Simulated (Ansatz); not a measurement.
# Phonons of As (Pm-3m, 1 atom in the cell) against volume, part 2 of 2

Aim: how the phonons of As (Pm-3m, 1 atom in the cell) shift with volume, and the thermal expansion that follows.

Ansatz 0.2.0; DFT PBEsol, scalar-relativistic, plane waves, PAW.

So far, highest frequency on the path or at a solved wavevector (cm⁻¹): step 2 (phonons on a q mesh) 192.

This is not the structure that As takes at ambient pressure and room temperature (space group No. 166); it is a model or a phase of other conditions.

## 4. Phonons at the other volume, volume ratio 0.97 (continued)

Frequencies (cm⁻¹) solved at each irreducible wavevector; negative means imaginary. Frequencies by wavevector, by row:

```csv
q in reciprocal lattice units,star,mode 1,mode 2,mode 3
0 0 0,1,0,0,0
0 0 0.25,6,57.7,57.7,147.7
0 0 -0.5,3,65.8,65.8,171.6
0 0.25 0.25,12,80.9,140.7,173.6
0 0.25 -0.5,12,87.8,107.1,163.3
0 -0.5 -0.5,3,93.8,121.4,121.4
0.25 0.25 0.25,8,160.2,160.2,200.9
0.25 0.25 -0.5,12,50.9,163.9,186
0.25 -0.5 -0.5,6,47.8,47.8,172.4
-0.5 -0.5 -0.5,1,-181.9,-181.9,-181.9
```

The highest frequency on the path or at a solved wavevector is 200.9 cm⁻¹, +8.7 cm⁻¹ against the base run.

## 5. Relaxing at another volume, volume ratio 1.03

The volume is scaled by 1.03 and held; symmetry leaves nothing to relax, so this is a single point. The modes can then be followed against volume.

Input file input.yaml:

```yaml
crystal:
  lattice:
    - [2.7151997492, 0.0, 0.0]
    - [0.0, 2.7151997492, 0.0]
    - [0.0, 0.0, 2.7151997492]
  atoms:
    - { symbol: As, position: [0.5, 0.5, 0.5] }
kpoints:
  mp_grid: { grid: [16, 16, 16] }
hamiltonian:
  xc: pbesol
scf:
  occupations: { method: methfessel_paxton, width: 0.15 }
output:
  forces: true
  stress: true
  eigenvalues: true
```

On the command line:

```bash
ansatz run input.yaml --threads 4 --pin off --max-ram 7168MiB --backend cpu --events-out ev --progress --plain --runs-dir out
```

Numbers of over 12 decimals in the logs are rounded to 6 here.

Output:

```text
[...]
Crystal: 1 atoms, lattice volume = 20.017 Å³
Basis set: ecut = 420 eV, 389 PW (Γ), exchange–correlation on 40×40×40 points (8 copies of the dense FFT grid, shifted against one another)
Bands: 12, of which v1, the nominal top of the filled ones, is band 8 counted from 1 (7 counted from 0)
Symmetry: 48 space group operations
[...]
k-points: 165 of 4096
[...]
--- Band table (eV; the first three rows and the last of 165) ---
  k-point 0: bands = [... 4 lower, -24.5623, -3.5333, 15.4376, 15.4376, 15.4376, 19.9299, 19.9299, 21.6315]
  k-point 1: bands = [... 4 lower, -24.5623, -3.4620, 14.4786, 15.5004, 15.5004, 19.9956, 20.6181, 22.1019]
  k-point 2: bands = [... 4 lower, -24.5620, -3.2495, 12.6650, 15.6852, 15.6852, 20.1909, 21.2354, 23.8834]
  k-point 164: bands = [... 4 lower, -24.5217, 6.3044, 9.5545, 9.5545, 9.5545, 17.2953, 17.2953, 17.2953]
[key lines of the parts left out:]
SCF converged after 5 iterations
Free energy (F): -4812.941361 eV
Fermi energy:    11.355501 eV
P = ⅓ Tr σ = -2.5393 GPa (-25.393 kbar)
```

Elapsed: 0.78 s, on 4 threads of Arm Neoverse V1, shared host; peak memory 0.31 GiB; 2.4 s of CPU time.

Numbers from this step:

```yaml
pressure: -2.539 GPa
volume_per_atom: 20.02 Å³
```

The run ends at a pressure of -2.54 GPa.

## 6. Phonons at the other volume, volume ratio 1.03

The phonons are repeated at this volume on the same k and q meshes.

input.yaml, the sections that differ from step 5:

```yaml
output:
  eigenvalues: true
phonons:
  method: dfpt
  qmesh: [4, 4, 4]
  temperatures: { t_max: 1000, t_step: 50 }
  qpath:
    path:
      - [[0.0, 0.0, 0.0], [0.0, 0.5, 0.0], [0.5, 0.5, 0.0], [0.0, 0.0, 0.0], [0.5, 0.5, 0.5], [0.0, 0.5, 0.0]]
      - [[0.5, 0.5, 0.5], [0.5, 0.5, 0.0]]
    npoints: 10
# crystal, kpoints, hamiltonian, scf: as in step 5
```

Output:

```text
[...]
Crystal: 1 atoms, lattice volume = 20.017 Å³
Basis set: ecut = 420 eV, 389 PW (Γ), exchange–correlation on 40×40×40 points (8 copies of the dense FFT grid, shifted against one another)
Bands: 12, of which v1, the nominal top of the filled ones, is band 8 counted from 1 (7 counted from 0)
Symmetry: 48 space group operations
k-points: 165 of 4096
[...]
k-point 164: bands = [... 4 lower, -24.5222, 6.3043, 9.5544, 9.5544, 9.5544, 17.2952, 17.2952, 17.2952]
[...]
ASR residual: 2.739e-5 → 0.000e0 eV/Å²; symmetrization residual: 2.001e-11 eV/Å²
  ASR residual per site (eV/Å²): 2.74e-5
  Γ frequencies (cm⁻¹): 0.00 0.00 0.00
--- Phonons (arbitrary-q DFPT): 10 irreducible q on the 4×4×4 mesh ---
[...]
interpolated dispersion: 62 rows × 3 modes
[...]
[key lines of the parts left out:]
SCF converged after 7 iterations
Free energy (F): -4812.941361 eV
Fermi energy:    11.355434 eV
```

Wall time 95 s (4 threads); peak memory 1.5 GiB; 6.1 min of CPU time.

Numbers from this step:

```yaml
sum_rule_residual_before_enforcement: 2.74e-5 eV/Å²
lowest_frequency_on_the_path: -209.7 cm⁻¹
highest_frequency_on_the_path_or_at_a_solved_wavevector: 183.9 cm⁻¹
lowest_mode_on_the_q_mesh_acoustic_modes_at_gamma_apart: -209.7 cm⁻¹
```

The highest frequency on the path or at a solved wavevector is 183.9 cm⁻¹, -8.3 cm⁻¹ against the base run.

## 7. Grüneisen parameters

The Grüneisen parameter of a mode is minus the logarithmic change of its frequency with volume, −d ln ω / d ln V; weighted by heat capacity it gives the expansion.

This step gave:

| Property | Result |
| --- | --- |
| bulk modulus | 92.1 GPa |

The phonon branches at the labelled points (cm⁻¹):

| point | branch 1 | branch 2 | branch 3 |
| --- | --- | --- | --- |
| Γ | 0 | 0 | 0 |
| X | 65 | 65 | 153 |
| M | 93 | 98 | 98 |
| Γ | 0 | 0 | 0 |
| R | -196 | -196 | -196 |
| X | 65 | 65 | 153 |
| jump to R | -196 | -196 | -196 |
| M | 93 | 98 | 98 |

The same for volume x 0.97:

```
point  branch 1  branch 2  branch 3
    Γ         0         0         0
    X        66        66       172
    M        94       121       121
    Γ         0         0         0
    R      -182      -182      -182
    X        66        66       172
    R      -182      -182      -182
    M        94       121       121
```

The same for volume x 1.03:

| point | branch 1 | branch 2 | branch 3 |
| --- | --- | --- | --- |
| Γ | 0 | 0 | 0 |
| X | 65 | 65 | 132 |
| M | 69 | 69 | 93 |
| Γ | 0 | 0 | 0 |
| R | -210 | -210 | -210 |
| X | 65 | 65 | 132 |
| R | -210 | -210 | -210 |
| M | 69 | 69 | 93 |

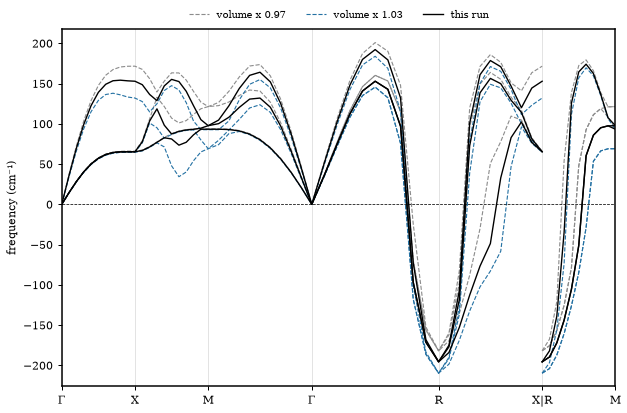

Phonon branches along the path; dashed: volume x 0.97 and volume x 1.03.

## 8. Results

```
bulk modulus : 92.1 GPa
```

What this shows: No expansion is given, because modes are imaginary at one volume or more. Branches are matched by rank, so values near crossings are rough. With no gap, or one that is small against the smearing, the frequencies hang on the k mesh and the smearing, most of all near Kohn anomalies.

[Logs are printed without paths, hosts, clocks, repeated set-up lines and the standing remarks that a program may print on its own settings, such as how far it seeks lower states.]

[Hosts, paths, dates, database ids (printed as entryN), source tags and the programs' standing remarks are cut or masked in the printed files.]
